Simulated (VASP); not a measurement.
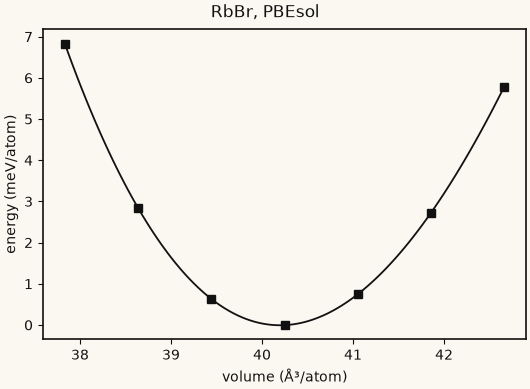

The picture above shows the energy against volume for RbBr, space group Fm-3m (No. 225).

The given structure:
```
CELL_PARAMETERS angstrom
0.00000 3.42700 3.42700
3.42700 0.00000 3.42700
3.42700 3.42700 0.00000
ATOMIC_POSITIONS crystal
Rb 0.00000 0.00000 0.00000
Br 0.50000 0.50000 0.50000
```

Method: plane-wave DFT, no spin polarisation; energies at scaled volumes of the given cell, shape and fractions fixed, counted from the fit's minimum, third-order Birch-Murnaghan fit (VASP 6.6.1). Level: PBEsol.

k mesh 7×7×7; occupations Fermi–Dirac; smearing width 0.05 eV; potentials VASP PAW PBE potentials, recommended; wave cutoff 520 eV.

From this curve and the settings, what does the calculation give for the pressure at the same points?

The pressure falls from 0.98 GPa at volume 37.83 Å³/atom to −0.71 GPa at 42.66 Å³/atom, and changes sign near 40.19 Å³/atom.

| volume (Å³/atom) | pressure (GPa) |
| --- | --- |
| 37.83 | 0.98 |
| 38.64 | 0.60 |
| 39.44 | 0.27 |
| 40.25 | −0.02 |
| 41.05 | −0.28 |
| 41.86 | −0.51 |
| 42.66 | −0.71 |
